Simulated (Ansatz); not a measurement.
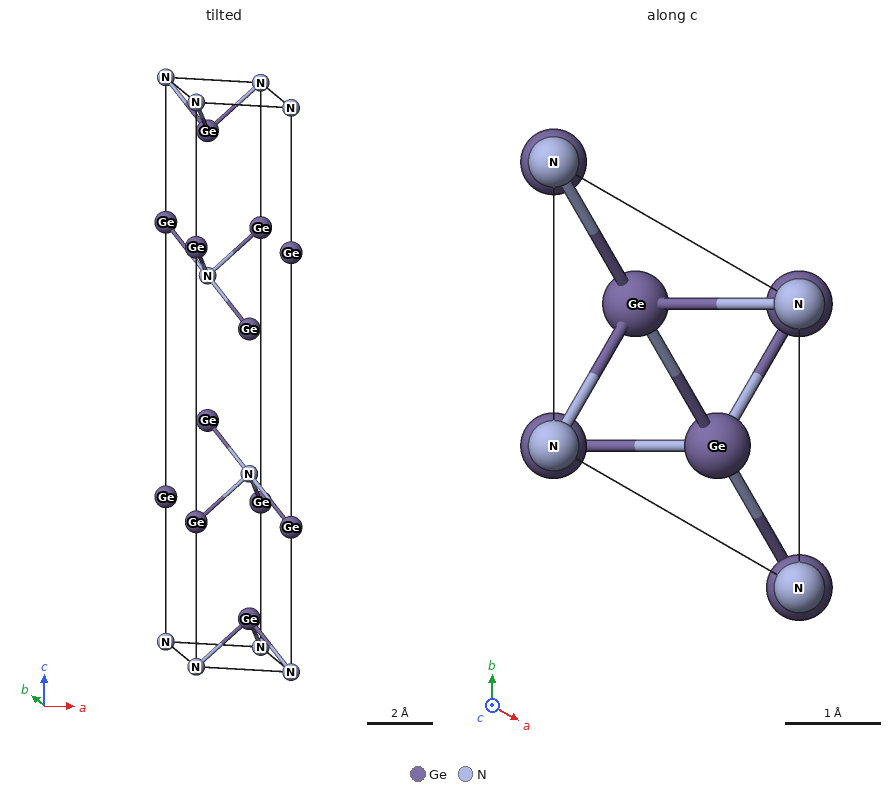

Ball-and-stick representation of a periodic structure, projected slightly off an axis and along the c axis. One conventional unit cell is framed, with atoms on its boundary repeated. Cell: a = 2.99 Å, b = 2.99 Å, c = 18.09 Å, α = 90.00°, β = 90.00°, γ = 120.00°.

Its origin is a structure type filled with these elements by a generator (whether the compound takes this form wasn't checked). Earlier steps of the study, as a rule a relaxation of our own, may have changed the cell and positions, so they can lie some per cent off the listed ones. It was the input of a calculation with Ansatz.

Question: Notes on the structure:

Answer: The structure is one of Ge2N. The symmetry is that of R-3m (No. 166), on a rhombohedral (trigonal R) lattice. Atoms per cell: 9 (6 Ge, 3 N). Ge is coordinated by three N in a trigonal pyramidal arrangement at about 2.2 Å. Each N has six Ge in a distorted octahedral arrangement at about 2.2 Å. The bonds build Ge2N layers parallel to (001).

Run with DFT PBE, scalar-relativistic, plane waves, PAW in Ansatz 0.2.0 and these settings: plane waves up to 420 eV, k-points about 0.14 Å⁻¹ apart, Gaussian smearing of 0.1 eV, no spin polarisation.

Question: Is the electronic structure metallic or gapped?

Answer: A metal: bands cross the Fermi level.

Question: How are the electrons shared out in a Bader analysis?

Answer: Ge +0.72 e; N -1.45 e.

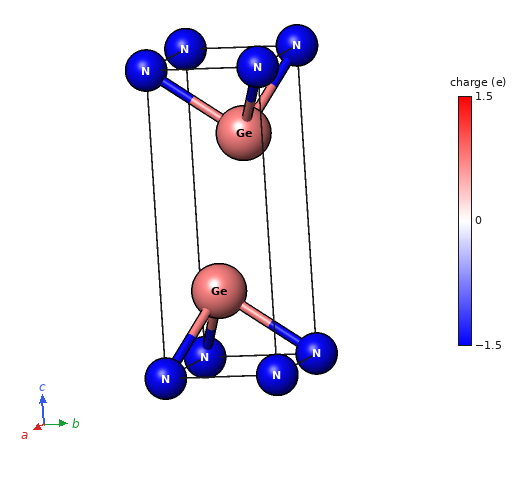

The atoms coloured by those charges. The run's cell of 3 atoms is drawn in a reduced setting, so axes and origin can differ from the first picture.

Question: Is this the optimised geometry for these settings?

Answer: Yes. All forces vanish to within 0.01 eV/Å. The pressure is 0.0 GPa, close to zero.
